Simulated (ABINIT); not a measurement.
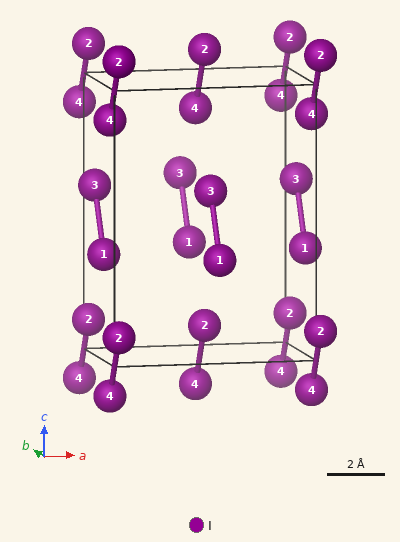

**Figure 1.** The structure (ball-and-stick view of the cell 2 times as large as that of the calculation, set on its symmetry axes, seen slightly off an axis; atoms are numbered from 1 in the order of the input). An atom can appear more than once, as a periodic image.

G0W0 calculation of I (part 1 of 3)

- system: I (Cmce, 4 atoms in the cell)
- method: Kohn-Sham DFT of a periodic cell, LDA, PseudoDojo NC SR LDA v0.4.1 standard, G0W0, no spin polarisation (ABINIT 10.8.3)

The structure derives from an entry of the Crystallography Open Database.

Input file
```
# Datasets
ndtset 4

# Pseudopotentials
pp_dirpath "./"
pseudos "I.upf"

# Structure
acell 3*1.0
rprim
     6.8692206034    -4.5259318630     0.0000000000
     6.8692206034     4.5259318630     0.0000000000
     0.0000000000     0.0000000000    18.5069194180
ntypat 1
znucl 53
natom 4
typat 1 1 1 1
chkprim 0
chksymtnons 0
tolsym 1.0e-6
xred
   0.6493000000   0.3507000000   0.3844000000
   0.1493000000   0.8507000000   0.1156000000
   0.3507000000   0.6493000000   0.6156000000
   0.8507000000   0.1493000000   0.8844000000

# Plane-wave basis
ecut 707.496042 eV

# k points
kptopt 1
ngkpt 4 4 2
nshiftk 1
shiftk 0.0 0.0 0.0
istwfk *1

# Exchange and correlation
ixc 7

# Bands and occupations
occopt 1

# SCF cycle
nstep 80
diemac 6.0

# Output
iomode 3
prteig 0
prtebands 0

# Dataset 1: ground state
nband1 14
tolvrs1 1.0e-12
prtden1 1
prtwf1 0

# Dataset 2: empty bands at fixed density
iscf2 -2
getden2 1
nband2 224
nbdbuf2 20
tolwfr2 1.0e-12
nstep2 120
prtden2 0

# Dataset 3: screening
optdriver3 3
getwfk3 2
nband3 204
ecuteps3 4.5
ecutwfn3 16.0
inclvkb3 2
ppmodel3 1

# Dataset 4: self-energy
optdriver4 4
getwfk4 2
nband4 204
ecuteps4 4.5
ecutsigx4 26.0
ecutwfn4 26.0
symsigma4 1
getscr4 3
ppmodel4 1
gw_qprange4 0
```

Hardware: 4 threads of Intel Xeon (Granite Rapids), 176 GiB of memory available, shared host.

Run as:
```bash
mpirun --bind-to none -np 4 abinit run.abi > log 2>&1
```

Log
```
.Version 10.8.3 of ABINIT
 DATASET    1 : space group Cm c a (# 64); Bravais oC (1-face-center ortho.)
================================================================================
 Values of the parameters that define the memory need for DATASET  1.
     intxc =       0    ionmov =       0      iscf =       7    lmnmax =       6
     lnmax =       6     mgfft =      90  mpssoang =       3    mqgrid =    4249
     natom =       4  nloc_mem =       1    nspden =       1   nspinor =       1
    nsppol =       1      nsym =       8    n1xccc =    2501    ntypat =       1
    occopt =       1   xclevel =       1
       mpw =        7355          nfft =      144000          nkpt =          14
================================================================================
================================================================================

 DATASET    2 : space group Cm c a (# 64); Bravais oC (1-face-center ortho.)
================================================================================
 Values of the parameters that define the memory need for DATASET  2.
     intxc =       0    ionmov =       0      iscf =      -2    lmnmax =       6
     lnmax =       6     mgfft =      90  mpssoang =       3    mqgrid =    4249
     natom =       4  nloc_mem =       1    nspden =       1   nspinor =       1
    nsppol =       1      nsym =       8    n1xccc =    2501    ntypat =       1
    occopt =       1   xclevel =       1
       mpw =        7355          nfft =      144000          nkpt =          14
================================================================================
================================================================================

 DATASET    3 : space group Cm c a (# 64); Bravais oC (1-face-center ortho.)
================================================================================
 Values of the parameters that define the memory need for DATASET  3.
     intxc =       0    ionmov =       0      iscf =       7    lmnmax =       6
     lnmax =       6     mgfft =      72  mpssoang =       3    mqgrid =    3333
     natom =       4  nloc_mem =       1    nspden =       1   nspinor =       1
    nsppol =       1      nsym =       8    n1xccc =    2501    ntypat =       1
    occopt =       1   xclevel =       1
       mpw =        3537          nfft =       64800          nkpt =          14
================================================================================
================================================================================

 DATASET    4 : space group Cm c a (# 64); Bravais oC (1-face-center ortho.)
================================================================================
 Values of the parameters that define the memory need for DATASET  4.
     intxc =       0    ionmov =       0      iscf =       7    lmnmax =       6
     lnmax =       6     mgfft =      90  mpssoang =       3    mqgrid =    4249
     natom =       4  nloc_mem =       1    nspden =       1   nspinor =       1
    nsppol =       1      nsym =       8    n1xccc =    2501    ntypat =       1
    occopt =       1   xclevel =       1
       mpw =        7355          nfft =      144000          nkpt =          14
================================================================================
================================================================================

--------------------------------------------------------------------------------
------------- Echo of variables that govern the present computation ------------
--------------------------------------------------------------------------------
 -outvars: echo values of preprocessed input variables --------
            acell      1.0000000000E+00  1.0000000000E+00  1.0000000000E+00 Bohr
              amu      1.26904470E+02
          chkprim           0
      chksymtnons           0
           diemac      6.00000000E+00
             ecut1     2.60000000E+01 Hartree
             ecut2     2.60000000E+01 Hartree
             ecut3     1.60000000E+01 Hartree
             ecut4     2.60000000E+01 Hartree
          ecuteps1     0.00000000E+00 Hartree
          ecuteps2     0.00000000E+00 Hartree
          ecuteps3     4.50000000E+00 Hartree
          ecuteps4     4.50000000E+00 Hartree
         ecutsigx1     0.00000000E+00 Hartree
         ecutsigx2     0.00000000E+00 Hartree
         ecutsigx3     0.00000000E+00 Hartree
         ecutsigx4     2.60000000E+01 Hartree
          ecutwfn1     0.00000000E+00 Hartree
          ecutwfn2     0.00000000E+00 Hartree
          ecutwfn3     1.60000000E+01 Hartree
          ecutwfn4     2.60000000E+01 Hartree
           getden1          0
           getden2          1
           getden3          0
           getden4          0
           getscr1          0
           getscr2          0
           getscr3          0
           getscr4          3
           getwfk1          0
           getwfk2          0
           getwfk3          2
           getwfk4          2
             iscf1          7
             iscf2         -2
             iscf3          7
             iscf4          7
              ixc           7
           jdtset        1    2    3    4
         kptrlatt        4    0    0      0    4    0      0    0    2
          kptrlen      3.29047719E+01
            natom           4
            nband1         14
            nband2        224
            nband3        204
            nband4        204
           nbdbuf1          0
           nbdbuf2         20
           nbdbuf3          0
           nbdbuf4          0
           ndtset           4
            ngfft1         40      40      90
            ngfft2         40      40      90
            ngfft3         30      30      72
            ngfft4         40      40      90
             nkpt          14
           npweps1          0
           npweps2          0
           npweps3        515
           npweps4        515
          npwsigx1          0
          npwsigx2          0
          npwsigx3          0
          npwsigx4       7355
            nstep1         80
            nstep2        120
            nstep3         80
            nstep4         80
             nsym           8
           ntypat           1
        optdriver1          0
        optdriver2          0
        optdriver3          3
        optdriver4          4
           prtden1          1
           prtden2          0
           prtden3          1
           prtden4          1
        prtebands           0
           prteig           0
            prtwf1          0
            prtwf2          1
            prtwf3          1
            prtwf4          1
            rprim      6.8692206034E+00 -4.5259318630E+00  0.0000000000E+00
                       6.8692206034E+00  4.5259318630E+00  0.0000000000E+00
                       0.0000000000E+00  0.0000000000E+00  1.8506919418E+01
          spgroup          64
           tolsym      1.00000000E-06
           tolvrs1     1.00000000E-12
           tolvrs2     0.00000000E+00
           tolvrs3     0.00000000E+00
           tolvrs4     0.00000000E+00
           tolwfr1     0.00000000E+00
           tolwfr2     1.00000000E-12
           tolwfr3     0.00000000E+00
           tolwfr4     0.00000000E+00
            typat      1  1  1  1
           xangst      3.6350349975E+00 -7.1515297151E-01  3.7645983335E+00
                       3.6350349975E+00  1.6798670269E+00  1.1321216632E+00
                       3.6350349975E+00  7.1515297151E-01  6.0288416599E+00
                       3.6350349975E+00 -1.6798670269E+00  8.6613183301E+00
            xcart      6.8692206034E+00 -1.3514432543E+00  7.1140598243E+00
                       6.8692206034E+00  3.1744886087E+00  2.1393998847E+00
                       6.8692206034E+00  1.3514432543E+00  1.1392859594E+01
                       6.8692206034E+00 -3.1744886087E+00  1.6367519533E+01
             xred      6.4930000000E-01  3.5070000000E-01  3.8440000000E-01
                       1.4930000000E-01  8.5070000000E-01  1.1560000000E-01
                       3.5070000000E-01  6.4930000000E-01  6.1560000000E-01
                       8.5070000000E-01  1.4930000000E-01  8.8440000000E-01
            znucl       53.00000

================================================================================

 chkinp: Checking input parameters for consistency, jdtset=   1.

 chkinp: Checking input parameters for consistency, jdtset=   2.

 chkinp: Checking input parameters for consistency, jdtset=   3.

 chkinp: Checking input parameters for consistency, jdtset=   4.

================================================================================
== DATASET  1 ==================================================================

--- !DatasetInfo
iteration_state: {dtset: 1, }
dimensions: {natom: 4, nkpt: 14, mband: 14, nsppol: 1, nspinor: 1, nspden: 1, mpw: 7355, }
cutoff_energies: {ecut:  26.0, pawecutdg:  -1.0, }
electrons: {nelect:   2.80000000E+01, charge:   0.00000000E+00, occopt:   1.00000000E+00, tsmear:   1.00000000E-02, }
meta: {optdriver: 0, ionmov: 0, optcell: 0, iscf: 7, paral_kgb: 0, }
...

 Exchange-correlation functional for the present dataset will be:
  LDA: Perdew-Wang 92 LSD fit to Ceperley-Alder data - ixc=7
  J.P.Perdew and Y.Wang, PRB 45, 13244 (1992)

 Real(R)+Recip(G) space primitive vectors, cartesian coordinates (Bohr,Bohr^-1):
 R(1)=  6.8692206 -4.5259319  0.0000000  G(1)=  0.0727885 -0.1104745  0.0000000
 R(2)=  6.8692206  4.5259319  0.0000000  G(2)=  0.0727885  0.1104745  0.0000000
 R(3)=  0.0000000  0.0000000 18.5069194  G(3)=  0.0000000  0.0000000  0.0540338
 Unit cell volume ucvol=  1.1507463E+03 bohr^3
 Angles (23,13,12)=  9.00000000E+01  9.00000000E+01  6.67594760E+01 degrees

 getcut: wavevector=  0.0000  0.0000  0.0000  ngfft=  40  40  90
         ecut(hartree)=     26.000   => boxcut(ratio)=   2.11844

--- Pseudopotential description ------------------------------------------------
- pspini: atom type   1  psp file is ./I.upf
  53.00000   7.00000  180309                  znucl, zion, pspdat
12 -1012 2 -1 1182                            pspcod,pspxc,lmax,lloc,mmax
     nproj     2     2     2

   1.92494404E+03                                ecore*ucvol(ha*bohr**3)
--------------------------------------------------------------------------------

================================================================================

--- !BeginCycle
iteration_state: {dtset: 1, }
solver: {iscf: 7, nstep: 80, nline: 4, wfoptalg: 0, }
tolerances: {tolvrs: 1.00E-12, }
...

     iter   Etot(hartree)      deltaE(h)  residm     vres2
 ETOT  1  -51.996331322682    -5.200E+01 1.560E-02 2.021E+01
 ETOT  2  -52.043089385707    -4.676E-02 1.912E-04 1.087E+00
 ETOT  3  -52.043222507167    -1.331E-04 5.880E-06 5.632E-02
 ETOT  4  -52.043231256955    -8.750E-06 3.623E-07 6.934E-03
 ETOT  5  -52.043232082970    -8.260E-07 3.653E-08 1.017E-04
 ETOT  6  -52.043232097260    -1.429E-08 1.123E-09 1.418E-06
 ETOT  7  -52.043232097682    -4.221E-10 2.466E-10 1.106E-07
 ETOT  8  -52.043232097717    -3.469E-11 6.616E-12 1.335E-09
 ETOT  9  -52.043232097719    -2.501E-12 1.849E-12 4.072E-11
 ETOT 10  -52.043232097719     5.400E-13 5.459E-14 1.664E-12
 ETOT 11  -52.043232097719    -5.258E-13 1.435E-14 1.614E-13

 At SCF step   11       vres2   =  1.61E-13 < tolvrs=  1.00E-12 =>converged.

 Cartesian components of stress tensor (hartree/bohr^3)
  sigma(1 1)=  4.00448348E-05  sigma(3 2)=  0.00000000E+00
  sigma(2 2)=  5.83877877E-05  sigma(3 1)=  0.00000000E+00
  sigma(3 3)=  1.98891865E-05  sigma(2 1)=  0.00000000E+00

--- !ResultsGS
iteration_state: {dtset: 1, }
comment   : Summary of ground state results
lattice_vectors:
- [  6.8692206,  -4.5259319,   0.0000000, ]
- [  6.8692206,   4.5259319,   0.0000000, ]
- [  0.0000000,   0.0000000,  18.5069194, ]
lattice_lengths: [   8.22619,    8.22619,   18.50692, ]
lattice_angles: [ 90.000,  90.000,  66.759, ] # degrees, (23, 13, 12)
lattice_volume:   1.1507463E+03
convergence: {deltae: -5.258E-13, res2:  1.614E-13, residm:  1.435E-14, diffor: null, }
etotal    :  -5.20432321E+01
entropy   :   0.00000000E+00
fermie    :   3.84717322E-02
cartesian_stress_tensor: # hartree/bohr^3
- [  4.00448348E-05,   0.00000000E+00,   0.00000000E+00, ]
- [  0.00000000E+00,   5.83877877E-05,   0.00000000E+00, ]
- [  0.00000000E+00,   0.00000000E+00,   1.98891865E-05, ]
pressure_GPa:  -1.1604E+00
xred      :
- [  6.4930E-01,   3.5070E-01,   3.8440E-01,  I]
- [  1.4930E-01,   8.5070E-01,   1.1560E-01,  I]
- [  3.5070E-01,   6.4930E-01,   6.1560E-01,  I]
- [  8.5070E-01,   1.4930E-01,   8.8440E-01,  I]
cartesian_forces: # hartree/bohr
- [  5.02740143E-19,  -6.54337832E-03,  -1.39199363E-02, ]
- [ -1.83476432E-19,  -6.54337832E-03,   1.39199363E-02, ]
- [ -2.85899708E-19,   6.54337832E-03,   1.39199363E-02, ]
- [ -3.33640021E-20,   6.54337832E-03,  -1.39199363E-02, ]
force_length_stats: {min:   1.53811712E-02, max:   1.53811712E-02, mean:   1.53811712E-02, }
...

 Integrated electronic density in atomic spheres:
```
